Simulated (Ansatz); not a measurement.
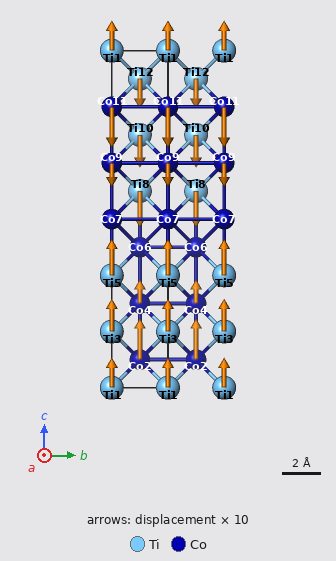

A relaxation of an interface cell of composition TiCo. The starting structure is drawn; orange arrows show the displacements, magnified 10 times.

A ball-and-stick model of the cell of the calculation, repeated 1 × 2 × 1 with one cell outlined, seen along the a axis.

Case: antiphase boundary on (0 0 1), species swapped.

Theory: DFT PBE, scalar-relativistic, plane waves, PAW in Ansatz 0.2.0.

Input
```yaml
crystal:
  lattice:
    - [2.9855872933, 0.0, 0.0]
    - [0.0, 2.9855872933, 0.0]
    - [0.0, 0.0, 17.9135237596]
  atoms:
    - { symbol: Ti, position: [0.0, 0.0, 0.0] }
    - { symbol: Co, position: [0.5, 0.5, 0.0833333333], spin: 1.09 }
    - { symbol: Ti, position: [0.0, 0.0, 0.1666666667] }
    - { symbol: Co, position: [0.5, 0.5, 0.25], spin: 1.09 }
    - { symbol: Ti, position: [0.0, 0.0, 0.3333333333] }
    - { symbol: Co, position: [0.5, 0.5, 0.4166666667], spin: 1.09 }
    - { symbol: Co, position: [0.0, 0.0, 0.5], spin: 1.09 }
    - { symbol: Ti, position: [0.5, 0.5, 0.5833333333] }
    - { symbol: Co, position: [0.0, 0.0, 0.6666666667], spin: 1.09 }
    - { symbol: Ti, position: [0.5, 0.5, 0.75] }
    - { symbol: Co, position: [0.0, 0.0, 0.8333333333], spin: 1.09 }
    - { symbol: Ti, position: [0.5, 0.5, 0.9166666667] }
basis:
  ecutwfc: 420
kpoints:
  mp_grid: { grid: [12, 12, 2] }
hamiltonian:
  xc: pbe
scf:
  occupations: { method: gaussian, width: 0.1 }
output:
  forces: true
  stress: true
  eigenvalues: true
  populations: true
  write_density: true
  write_potential: true
  elf: true
  volumetric_format: npy
magnetization:
  spin_polarized: true
relax:
  adjacent_minimum: "off"
  f_tol: 0.02
  max_steps: 45
  cell: { fix: [a, b, alpha, beta, gamma], stress_tol: 0.1 }
```

Command:
```bash
ansatz run input.yaml --threads 2 --pin off --max-ram 5120MiB --backend cpu --events-out ev --progress --plain --runs-dir out
```

> What did the optimiser do to the structure, and how much energy did it gain?

The largest moves relative to the cell, 0.22 Å, are those of Co2 and Co11. Co11 goes along −c. Largest moves by element: Co 0.22 Å, Ti 0.19 Å. The drawn cell changes as follows: a = b unchanged at 2.986 Å, c 17.914 → 17.895 Å (−0.1 %); the volume changes by −0.1 %. Among the contacts that change: Ti1–Ti12 2.586 → 2.782 Å, Co6–Ti8 2.986 → 2.802 Å, Co4–Co6 2.986 → 2.841 Å, Co7–Ti8 2.586 → 2.471 Å. Over 5 accepted moves (6 points after the start) the energy falls by 0.526 eV per cell of the calculation. The largest force component goes from 1.9 to 0.00045 eV/Å. Pressure: 0.75 GPa at the start and 0.70 GPa at the end. At 1 point the geometry stayed and the basis and grid were re-selected for the new cell (energy shift of 0.1 meV per cell of the calculation at most each time).
